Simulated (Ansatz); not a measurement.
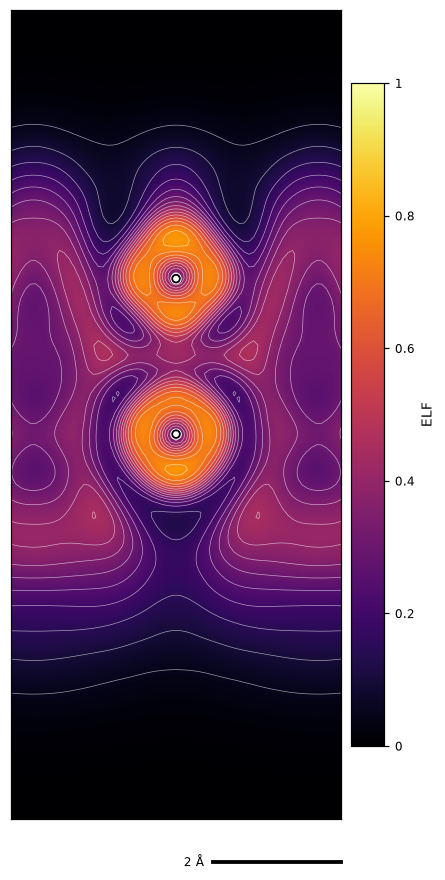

*Mo (slab). ELF on the (100) plane of the calculation cell, a cut from vacuum to vacuum. Circles mark the nuclei in the plane (Mo).*

Not relaxed (largest force 1.5 eV/Å); computed without spin polarisation; PAW files of the earlier set (soft_1).

Computed with Ansatz 0.2.0, DFT PBE, scalar-relativistic, plane waves, PAW.

Core electrons are frozen (PAW), and the valence fields are smoothed inside the atomic spheres.

```xyz
6
Lattice="4.4696 0.0000 0.0000 -2.2348 3.8708 0.0000 0.0000 0.0000 20.8596" Properties=species:S:1:pos:R:3 pbc="T T T"
Mo    2.2348    1.2902    4.0000
Mo    0.0000    2.5805    4.9124
Mo    0.0000    0.0000    5.8246
Mo    2.2348    1.2902    6.6567
Mo    0.0000    2.5805    7.4686
Mo    0.0000    0.0000    8.2596
```

Interpret the plot.

- Atoms in the plane: Mo.
- Mo–Mo (2.43 Å): the ELF is about 0.40 at the midpoint.
- The features right at Mo lie inside the PAW spheres, where the map follows smoothed inner orbitals and isn't to be read closely.

Does the calculation make it a metal, or give it a gap?

It is metallic or semimetallic at this level of theory: no gap opens.
